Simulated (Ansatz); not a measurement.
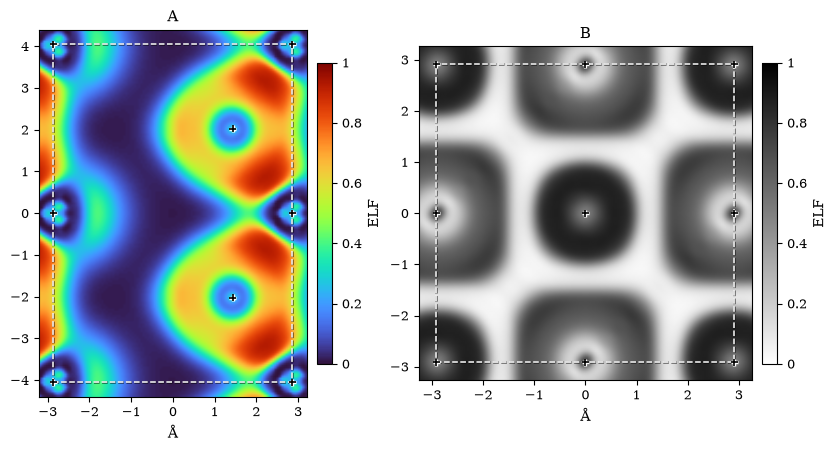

The ELF of 2 systems, each on a plane through atoms (crosses mark nuclei in the plane).

Theory: DFT PBE, scalar-relativistic, plane waves, PAW in Ansatz.

System 1: KI, the (100) plane of the conventional cell. Space group Fm-3m; computed pressure about 30 GPa in this cell.

System 2: AlAs, the (101) plane of the conventional cell. Space group F-43m.

### Match each panel to its system.

Panel A is system 2, AlAs: the plane holds Al and As. Al–As (2.48 Å): the ELF peaks at about 0.90 between the atoms (localised, covalent bonding). Panel B is system 1, KI: the plane holds K and I. K–I (2.91 Å): the ELF is about 0.25 at the midpoint and 0.10 at its lowest between the atoms: a largely ionic contact.
